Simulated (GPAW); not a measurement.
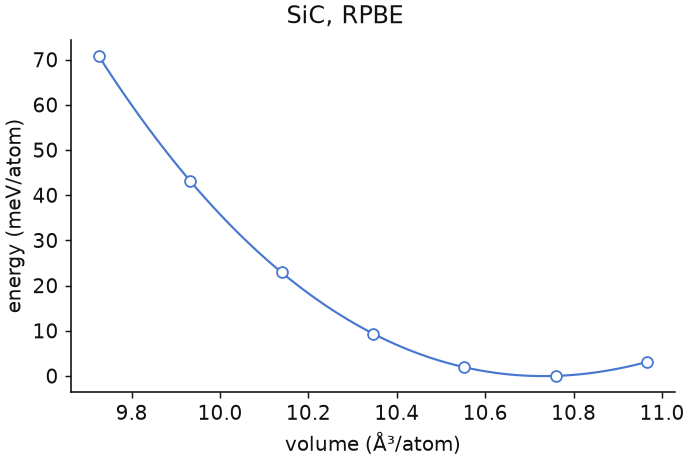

The figure shows the energy against volume for SiC, space group F-43m (No. 216).

Starting cell:
```
Si C
1.0
     0.00000    2.17900    2.17900
     2.17900    0.00000    2.17900
     2.17900    2.17900    0.00000
Si C
1 1
Direct
  0.00000 0.00000 0.00000
  0.75000 0.75000 0.75000
```

Calculation (GPAW 26.7.0): PAW DFT in plane waves, on a grid or in atomic orbitals, no spin polarisation; energies at scaled volumes of the given cell, shape and fractions fixed, counted from the fit's minimum, third-order Birch-Murnaghan fit. Level: RPBE.

k mesh 10×10×10; occupations Fermi–Dirac; smearing width 0.05 eV; potentials GPAW PAW data sets (gpaw data 1.2.1); wave cutoff 800 eV; program settings basis pw.

From this curve and the settings, what does the calculation give for the pressure at the same points?

The pressure falls from 24.20 GPa at volume 9.73 Å³/atom to −4.48 GPa at 10.97 Å³/atom, and changes sign near 10.72 Å³/atom.

```json
{"volume (Å³/atom)": "9.73", "pressure (GPa)": "24.20"}
{"volume (Å³/atom)": "9.93", "pressure (GPa)": "18.21"}
{"volume (Å³/atom)": "10.14", "pressure (GPa)": "12.76"}
{"volume (Å³/atom)": "10.35", "pressure (GPa)": "7.81"}
{"volume (Å³/atom)": "10.55", "pressure (GPa)": "3.31"}
{"volume (Å³/atom)": "10.76", "pressure (GPa)": "-0.77"}
{"volume (Å³/atom)": "10.97", "pressure (GPa)": "-4.48"}
```
